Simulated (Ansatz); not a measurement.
A series of calculations on Cu

**1. Relaxation**

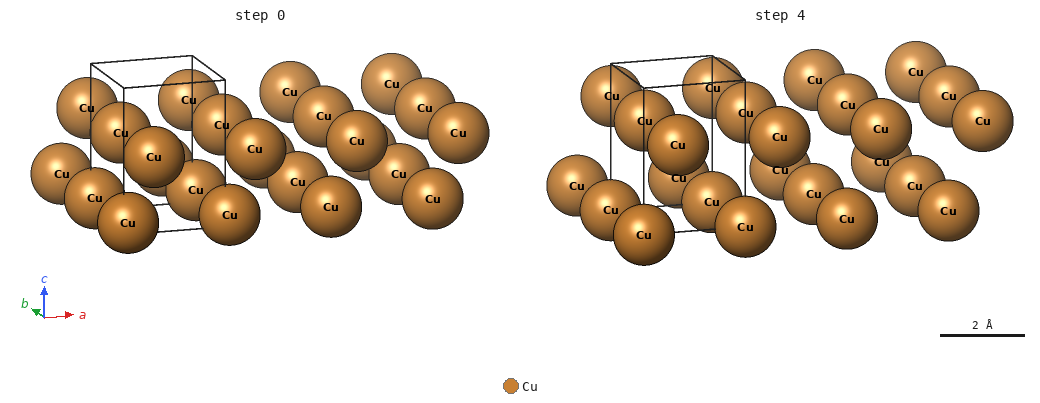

The structure of a crystal of Cu (set up in P-1) before (left) and after (right) a relaxation, at one scale.

Style: spheres-only. Shown: the cell of the calculation, repeated 4 × 3 × 1 with one cell outlined, slightly off an axis.

Case: a zone-boundary wave of random shape, sigma 0.25 Å; relaxed back.

Computed with Ansatz 0.2.0, DFT PBE, scalar-relativistic, plane waves, PAW. Set-up: plane-wave cutoff 420 eV; k-point mesh 14 × 14 × 10; occupations gaussian; smearing width 0.15 eV; no spin polarisation; atoms relaxed in a fixed cell; force threshold 0.01 eV/Å; at most 80 steps.

What changed between the two?

The energy falls by 786 meV per atom in 3 accepted moves (4 points after the start). Largest force component: 5.8 eV/Å at the start, 0.00046 eV/Å at the end. 1 step only repeated the SCF at the same geometry. The largest moves, 0.31 Å, are those of Cu atoms. The lattice vectors keep their values. Some distances before and after: Cu–Cu 3.171 → 2.567 Å, Cu–Cu 1.973 → 2.567 Å, Cu–Cu 3.019 → 2.567 Å, Cu–Cu 2.943 → 2.567 Å. New bonds form: Cu–Cu (3.17 → 2.57 Å). The space group (tolerance 0.01 Å) goes from P-1 (No. 2) to Fm-3m (No. 225). Cost: 52 s on 1 thread of AMD EPYC 9R45 96-Core Processor (Zen 5), on a shared host, peak memory 0.77 GiB.

**2. Relaxation**

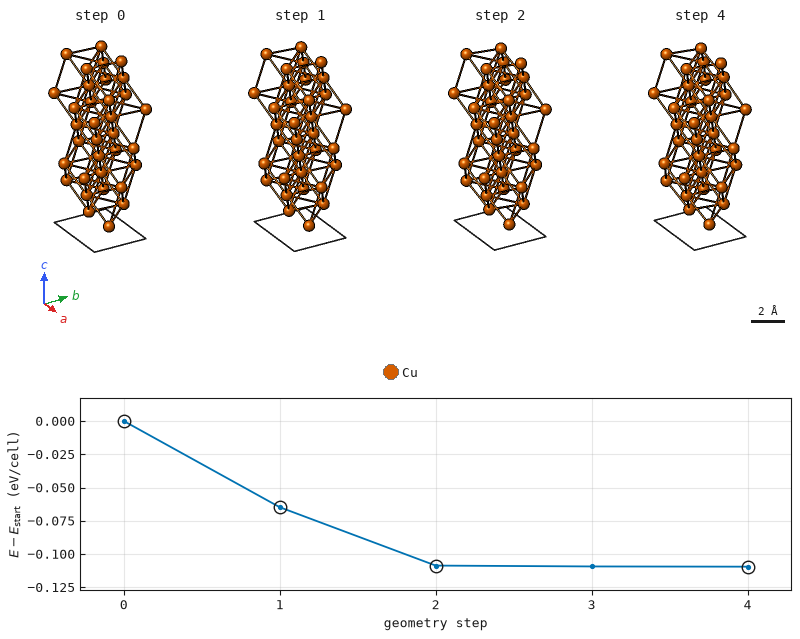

Frames of a relaxation of a slab of composition Cu (cut from the Fm-3m phase), marked on the history of the run. A ball-and-stick model of the 2 × 1 repeat of the cell, outlined in the plane, without the vacuum, seen slightly off an axis.

Case: (2 1 0) slab, atoms relaxed. The slab is the (2 1 0) face of Cu.

Method: DFT PBEsol, scalar-relativistic, plane waves, PAW (Ansatz 0.2.0). Settings: plane-wave cutoff 420 eV; k-point mesh 11 × 9 × 1; occupations gaussian; smearing width 0.1 eV; no spin polarisation; dipole correction; atoms relaxed in a fixed cell; force threshold 0.02 eV/Å; at most 60 steps.

Q: What happens along the run?

A: The energy falls by 0.110 eV per cell of the calculation in 4 geometry steps. The largest force component goes from 0.68 to 0.0022 eV/Å. The largest moves relative to the layer's centre, 0.13 Å, are those of Cu atoms. The lattice vectors keep their values. Some distances before and after: Cu–Cu 2.520 → 2.406 Å, Cu–Cu 2.520 → 2.427 Å, Cu–Cu 2.520 → 2.476 Å, Cu–Cu 2.520 → 2.559 Å. Among the angles between lasting bonds that change: Cu–Cu–Cu 120.0° → 125.8°, Cu–Cu–Cu 60.0° → 63.8°, Cu–Cu–Cu 90.0° → 93.6°. The run took 5.4 min on 4 threads of Intel(R) Xeon(R) 6975P-C (Granite Rapids), with other jobs on the host, peak memory 2.8 GiB. From step 0 to 1: Cu atoms move most (0.05 Å), energy −64.8 meV per cell of the calculation. From step 1 to 2: Cu atoms move most (0.08 Å), energy −43.9 meV per cell of the calculation. From step 2 to 4: energy −0.8 meV per cell of the calculation.

```tsv
step	E − E(0), meV/atom	largest force component, eV/Å
0	0.00	0.6808
1	-4.63	0.4350
2	-7.77	0.0570
3	-7.81	0.0268
4	-7.82	0.0022
```

**3. A change**

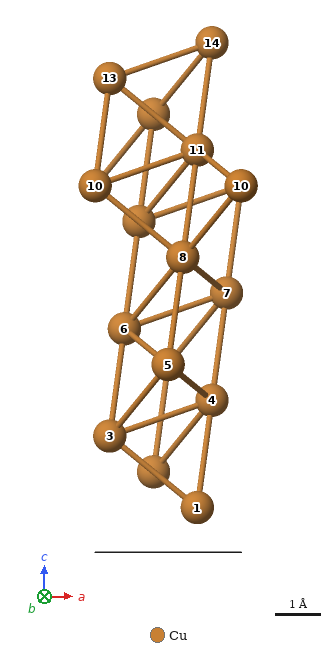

The starting point is a (2 1 0) slab of Cu as cut from the relaxed bulk. The picture is a ball-and-stick view of the 1 × 2 repeat of the cell, outlined in the plane, without the vacuum, seen along the b axis.

All numbers below come from Ansatz, DFT PBEsol, scalar-relativistic, plane waves, PAW. Settings: plane-wave cutoff 420 eV; occupations gaussian; smearing width 0.1 eV; no spin polarisation. The k-mesh is chosen for each cell (11×9×42, 11×9×1).

The variant: The atoms of the slab are relaxed at the bulk's in-plane cell.

The input:
```yaml
crystal:
  lattice:
    - [3.5633720178, 0.0, 0.0]
    - [-1.7816860089, 3.9839710305, 0.0]
    - [0.0, 0.0, 25.3583246792]
  atoms:
    - { symbol: Cu, position: [0.7, 0.4, 0.2957608633] }
    - { symbol: Cu, position: [0.4, 0.8, 0.327182269] }
    - { symbol: Cu, position: [0.1, 0.2, 0.3586036746] }
    - { symbol: Cu, position: [0.8, 0.6, 0.3900250803] }
    - { symbol: Cu, position: [0.5, 0.0, 0.4214464859] }
    - { symbol: Cu, position: [0.2, 0.4, 0.4528678915] }
    - { symbol: Cu, position: [0.9, 0.8, 0.4842892972] }
    - { symbol: Cu, position: [0.6, 0.2, 0.5157107028] }
    - { symbol: Cu, position: [0.3, 0.6, 0.5471321085] }
    - { symbol: Cu, position: [0.0, 0.0, 0.5785535141] }
    - { symbol: Cu, position: [0.7, 0.4, 0.6099749197] }
    - { symbol: Cu, position: [0.4, 0.8, 0.6413963254] }
    - { symbol: Cu, position: [0.1, 0.2, 0.672817731] }
    - { symbol: Cu, position: [0.8, 0.6, 0.7042391367] }
basis:
  ecutwfc: 420
kpoints:
  mp_grid: { grid: [11, 9, 1] }
hamiltonian:
  xc: pbesol
scf:
  occupations: { method: gaussian, width: 0.1 }
output:
  forces: true
  eigenvalues: true
  write_density: true
  write_potential: true
  elf: true
  volumetric_format: npy
relax:
  adjacent_minimum: "off"
  f_tol: 0.02
  max_steps: 60
efield:
  axis: 3
  dipole_correction: true
  ramp_width: 0.04
```

Run as
```bash
ansatz run input.yaml --threads 4 --pin off --max-ram 10240MiB --backend cpu --events-out ev --progress --plain --runs-dir out
```

Q: What is the effect?

A: The surface energy (mean of the two faces) falls from 2.08 to 2.02 J/m². The top spacing, between the Cu and Cu planes, goes from 0.80 to 0.68 Å (−15.0 %), the bottom one (Cu to Cu) from 0.80 to 0.68 Å (−15.0 %). The cell doesn't change. The largest moves relative to the layer's centre, 0.13 Å, are those of Cu1 and Cu14. Cu14 goes at 10° to the normal (−c side). Some distances before and after: Cu–Cu 2.520 → 2.406 to 2.559 Å.

Drawn alike, the variant:

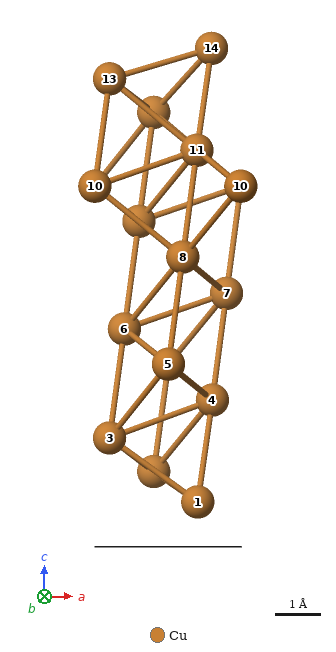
